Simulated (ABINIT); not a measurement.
## Positron calculation of ZnSe (part 1 of 2)

- system: ZnSe (F-43m, 2 atoms in the cell)
- method: Kohn-Sham DFT of a periodic cell, PBE, JTH PAW PBE v2.0, no spin polarisation (ABINIT 10.8.3)

The structure derives from an entry of the Crystallography Open Database.

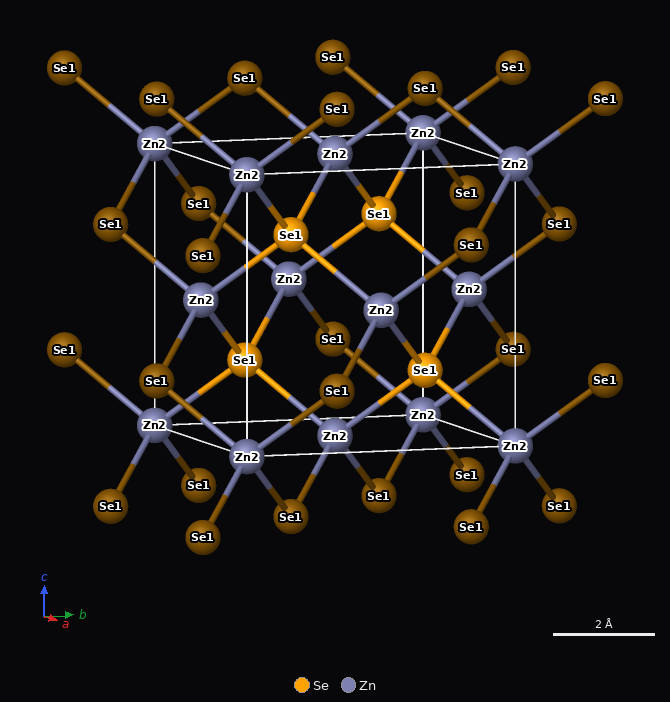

The structure as given in the input (ball-and-stick view of the cell 4 times as large as that of the calculation, set on its symmetry axes, seen slightly off an axis; neighbours outside the cell are drawn fainter; atoms are numbered from 1 in the order of the input). Near neighbours in the crystal (not all of them lie inside the picture): Se has 4 Zn at 2.45 Å; Zn has 4 Se at 2.45 Å.

## The input
```
ndtset 2

pp_dirpath "./"
pseudos "Se.GGA_PBE-JTH.xml, Zn.GGA_PBE-JTH.xml"

acell 3*1.0 Angstrom
rprim
     0.0000000000     2.8338000000     2.8338000000
     2.8338000000     0.0000000000     2.8338000000
     2.8338000000     2.8338000000     0.0000000000
ntypat 2
znucl 34 30
natom 2
typat 1 2
xred
            3/4            3/4            3/4
            0.0            0.0            0.0

ecut 16.0
pawecutdg 32.0

ixc 11

nstep 80

iomode 3
prteig 0
prtebands 0
prtwf 0

kptopt1 1
ngkpt1 6 6 6
nshiftk1 1
shiftk1 0.0 0.0 0.0
nband1 13
occopt1 3
tsmear1 0.05 eV
tolvrs1 1.0e-10
prtden1 1

positron2 1
ixcpositron2 31
getden2 1
kptopt2 0
nkpt2 1
kpt2 0.0 0.0 0.0
nband2 1
occopt2 2
occ2 1.0
posocc2 1.0
toldfe2 1.0e-9
optforces2 0
optstress2 0
prtden2 0
```

Hardware: 1 thread of Arm Neoverse V1, 24 GiB of memory available, shared host.

Launch command:
```bash
abinit run.abi > log 2>&1
```

## What the program printed
```
.Version 10.8.3 of ABINIT
 DATASET    1 : space group F-4 3 m (#216); Bravais cF (face-center cubic)
================================================================================
 Values of the parameters that define the memory need for DATASET  1.
     intxc =       0    ionmov =       0      iscf =      17    lmnmax =      18
     lnmax =       6     mgfft =      30  mpssoang =       3    mqgrid =    3001
     natom =       2  nloc_mem =       2    nspden =       1   nspinor =       1
    nsppol =       1      nsym =      24    n1xccc =       1    ntypat =       2
    occopt =       3   xclevel =       2
       mpw =         955          nfft =       27000          nkpt =          16
 PAW method is used; the additional fine FFT grid is defined by:
   mgfftf=        40    nfftf =     64000
================================================================================
================================================================================

 DATASET    2 : space group F-4 3 m (#216); Bravais cF (face-center cubic)
================================================================================
 Values of the parameters that define the memory need for DATASET  2.
     intxc =       0    ionmov =       0      iscf =      17    lmnmax =      18
     lnmax =       6     mgfft =      30  mpssoang =       3    mqgrid =    3001
     natom =       2  nloc_mem =       2    nspden =       1   nspinor =       1
    nsppol =       1      nsym =      24    n1xccc =       1    ntypat =       2
    occopt =       2   xclevel =       2
       mpw =         471          nfft =       27000          nkpt =           1
 PAW method is used; the additional fine FFT grid is defined by:
   mgfftf=        40    nfftf =     64000
================================================================================
================================================================================

--------------------------------------------------------------------------------
------------- Echo of variables that govern the present computation ------------
--------------------------------------------------------------------------------
 -outvars: echo values of preprocessed input variables --------
            acell      1.8897261259E+00  1.8897261259E+00  1.8897261259E+00 Bohr
              amu      7.89600000E+01  6.53900000E+01
             ecut      1.60000000E+01 Hartree
           getden1          0
           getden2          1
              ixc          11
      ixcpositron1          1
      ixcpositron2         31
           jdtset        1    2
           kptopt1          1
           kptopt2          0
         kptrlatt        6    0    0      0    6    0      0    0    6
          kptrlen1     4.54395803E+01
          kptrlen2     3.00000000E+01
            natom           2
            nband1         13
            nband2          1
           ndtset           2
            ngfft          30      30      30
          ngfftdg          40      40      40
             nkpt1         16
             nkpt2          1
            nstep          80
             nsym          24
           ntypat           2
           occopt1          3
           occopt2          2
        optforces1          2
        optforces2          0
        optstress1          1
        optstress2          0
        pawecutdg      3.20000000E+01 Hartree
         positron1          0
         positron2          1
           prtden1          1
           prtden2          0
        prtebands           0
           prteig           0
            prtwf           0
            rprim      0.0000000000E+00  2.8338000000E+00  2.8338000000E+00
                       2.8338000000E+00  0.0000000000E+00  2.8338000000E+00
                       2.8338000000E+00  2.8338000000E+00  0.0000000000E+00
           shiftk1     0.00000000E+00  0.00000000E+00  0.00000000E+00
           shiftk2     5.00000000E-01  5.00000000E-01  5.00000000E-01
          spgroup         216
           toldfe1     0.00000000E+00 Hartree
           toldfe2     1.00000000E-09 Hartree
           tolvrs1     1.00000000E-10
           tolvrs2     0.00000000E+00
           tsmear1     1.83746611E-03 Hartree
           tsmear2     1.00000000E-02 Hartree
            typat      1  2
           useylm           1
           xangst      4.2507000000E+00  4.2507000000E+00  4.2507000000E+00
                       0.0000000000E+00  0.0000000000E+00  0.0000000000E+00
            xcart      8.0326588434E+00  8.0326588434E+00  8.0326588434E+00
                       0.0000000000E+00  0.0000000000E+00  0.0000000000E+00
             xred      7.5000000000E-01  7.5000000000E-01  7.5000000000E-01
                       0.0000000000E+00  0.0000000000E+00  0.0000000000E+00
            znucl       34.00000   30.00000

================================================================================

 chkinp: Checking input parameters for consistency, jdtset=   1.

 chkinp: Checking input parameters for consistency, jdtset=   2.

================================================================================
== DATASET  1 ==================================================================

--- !DatasetInfo
iteration_state: {dtset: 1, }
dimensions: {natom: 2, nkpt: 16, mband: 13, nsppol: 1, nspinor: 1, nspden: 1, mpw: 955, }
cutoff_energies: {ecut:  16.0, pawecutdg:  32.0, }
electrons: {nelect:   1.80000000E+01, charge:   0.00000000E+00, occopt:   3.00000000E+00, tsmear:   1.83746611E-03, }
meta: {optdriver: 0, ionmov: 0, optcell: 0, iscf: 17, paral_kgb: 0, }
...

 Exchange-correlation functional for the present dataset will be:
  GGA: Perdew-Burke-Ernzerhof functional - ixc=11
  J.P.Perdew, K.Burke, M.Ernzerhof, PRL 77, 3865 (1996)

 Real(R)+Recip(G) space primitive vectors, cartesian coordinates (Bohr,Bohr^-1):
 R(1)=  0.0000000  5.3551059  5.3551059  G(1)= -0.0933688  0.0933688  0.0933688
 R(2)=  5.3551059  0.0000000  5.3551059  G(2)=  0.0933688 -0.0933688  0.0933688
 R(3)=  5.3551059  5.3551059  0.0000000  G(3)=  0.0933688  0.0933688 -0.0933688
 Unit cell volume ucvol=  3.0713845E+02 bohr^3
 Angles (23,13,12)=  6.00000000E+01  6.00000000E+01  6.00000000E+01 degrees

 Coarse grid specifications (used for wave-functions):

 getcut: wavevector=  0.0000  0.0000  0.0000  ngfft=  30  30  30
         ecut(hartree)=     16.000   => boxcut(ratio)=   2.20239

 getcut : COMMENT -
  Note that boxcut > 2.2 ; recall that boxcut=Gcut(box)/Gcut(sphere) = 2
  is sufficient for exact treatment of convolution.
  Such a large boxcut is a waste : you could raise ecut
  e.g. ecut=   19.402164 Hartrees makes boxcut=2

 Fine grid specifications (used for densities):

 getcut: wavevector=  0.0000  0.0000  0.0000  ngfft=  40  40  40
         ecut(hartree)=     32.000   => boxcut(ratio)=   2.07413

--- Pseudopotential description ------------------------------------------------
- pspini: atom type   1  psp file is ./Se.GGA_PBE-JTH.xml
 Pseudopotential format is: paw10
 basis_size (lnmax)=  4 (lmn_size=  8), orbitals=   0   0   1   1
 Spheres core radius: rc_sph= 2.21132333
 Shapefunction is BESSEL type: shapef(r,l)=aa(1,l)*jl(q(1,l)*r)+aa(2,l)*jl(q(2,l)*r)
 Radius for shape functions =  2.00656599
 Compensation charge density is not taken into account in XC energy/potential

- pspini: atom type   2  psp file is ./Zn.GGA_PBE-JTH.xml
 Pseudopotential format is: paw10
 basis_size (lnmax)=  6 (lmn_size= 18), orbitals=   0   0   1   1   2   2
 Spheres core radius: rc_sph= 2.30769763
 Shapefunction is SIN type: shapef(r)=[sin(pi*r/rshp)/(pi*r/rshp)]**2
 Radius for shape functions =  1.80965103
 Compensation charge density is not taken into account in XC energy/potential

   7.09926356E+02                                ecore*ucvol(ha*bohr**3)
--------------------------------------------------------------------------------

================================================================================

--- !BeginCycle
iteration_state: {dtset: 1, }
solver: {iscf: 17, nstep: 80, nline: 4, wfoptalg: 10, }
tolerances: {tolvrs: 1.00E-10, }
...

     iter   Etot(hartree)      deltaE(h)  residm     nres2
 ETOT  1  -73.884579803433    -7.388E+01 7.217E-01 2.077E+00
 ETOT  2  -73.940717357760    -5.614E-02 5.842E-02 2.289E-01
 ETOT  3  -73.940116653609     6.007E-04 9.965E-03 1.317E-01
 ETOT  4  -73.939698701143     4.180E-04 3.175E-03 1.542E-02
 ETOT  5  -73.939887334236    -1.886E-04 2.594E-03 7.511E-03
 ETOT  6  -73.939909180481    -2.185E-05 4.520E-04 7.658E-03
 ETOT  7  -73.939911144073    -1.964E-06 1.177E-04 8.338E-03
 ETOT  8  -73.939892038264     1.911E-05 1.210E-04 7.915E-04
 ETOT  9  -73.939899288893    -7.251E-06 3.710E-05 1.320E-03
 ETOT 10  -73.939897328587     1.960E-06 3.535E-05 5.082E-04
 ETOT 11  -73.939895154485     2.174E-06 1.135E-05 1.607E-04
 ETOT 12  -73.939894784038     3.704E-07 6.580E-06 3.893E-05
 ETOT 13  -73.939894959587    -1.755E-07 3.746E-06 4.449E-05
 ETOT 14  -73.939894804965     1.546E-07 3.780E-06 3.294E-06
 ETOT 15  -73.939894809143    -4.178E-09 1.110E-06 2.741E-07
 ETOT 16  -73.939894814305    -5.162E-09 1.046E-06 3.990E-08
 ETOT 17  -73.939894814737    -4.316E-10 3.679E-07 2.173E-08
 ETOT 18  -73.939894814758    -2.120E-11 3.290E-07 4.121E-09
 ETOT 19  -73.939894814760    -1.549E-12 1.212E-07 1.569E-09
 ETOT 20  -73.939894814752     8.001E-12 1.022E-07 1.010E-10
 ETOT 21  -73.939894814752    -5.116E-13 3.770E-08 1.294E-11

 At SCF step   21       nres2   =  1.29E-11 < tolvrs=  1.00E-10 =>converged.

 Cartesian components of stress tensor (hartree/bohr^3)
  sigma(1 1)= -6.28732833E-05  sigma(3 2)=  0.00000000E+00
  sigma(2 2)= -6.28732833E-05  sigma(3 1)=  0.00000000E+00
  sigma(3 3)= -6.28732833E-05  sigma(2 1)=  0.00000000E+00

--- !ResultsGS
iteration_state: {dtset: 1, }
comment   : Summary of ground state results
lattice_vectors:
- [  0.0000000,   5.3551059,   5.3551059, ]
- [  5.3551059,   0.0000000,   5.3551059, ]
- [  5.3551059,   5.3551059,   0.0000000, ]
lattice_lengths: [   7.57326,    7.57326,    7.57326, ]
lattice_angles: [ 60.000,  60.000,  60.000, ] # degrees, (23, 13, 12)
lattice_volume:   3.0713845E+02
convergence: {deltae: -5.116E-13, res2:  1.294E-11, residm:  3.770E-08, diffor: null, }
etotal    :  -7.39398948E+01
entropy   :   0.00000000E+00
fermie    :   1.19779051E-01
cartesian_stress_tensor: # hartree/bohr^3
- [ -6.28732833E-05,   0.00000000E+00,   0.00000000E+00, ]
- [  0.00000000E+00,  -6.28732833E-05,   0.00000000E+00, ]
- [  0.00000000E+00,   0.00000000E+00,  -6.28732833E-05, ]
pressure_GPa:   1.8498E+00
xred      :
- [  7.5000E-01,   7.5000E-01,   7.5000E-01, Se]
- [  0.0000E+00,   0.0000E+00,   0.0000E+00, Zn]
cartesian_forces: # hartree/bohr
- [ -9.82066985E-32,  -9.82066985E-32,   2.94620096E-31, ]
- [  9.82066985E-32,   9.82066985E-32,  -2.94620096E-31, ]
force_length_stats: {min:   3.25714771E-31, max:   3.25714771E-31, mean:   3.25714771E-31, }
...

 Integrated electronic density in atomic spheres:
 ------------------------------------------------
 Atom  Sphere_radius  Integrated_density
    1        2.21132          4.01571247
    2        2.30770         10.76023542

================================================================================

 ----iterations are completed or convergence reached----

 Mean square residual over all n,k,spin=   18.977E-11; max=  37.698E-09
 reduced coordinates (array xred) for    2 atoms
       0.750000000000      0.750000000000      0.750000000000
       0.000000000000      0.000000000000      0.000000000000
 rms dE/dt=  1.4875E-30; max dE/dt=  2.1036E-30; dE/dt below (all hartree)
    1       0.000000000000      0.000000000000      0.000000000000
    2       0.000000000000      0.000000000000     -0.000000000000

 cartesian coordinates (angstrom) at end:
    1      4.25070000000000     4.25070000000000     4.25070000000000
    2      0.00000000000000     0.00000000000000     0.00000000000000
```
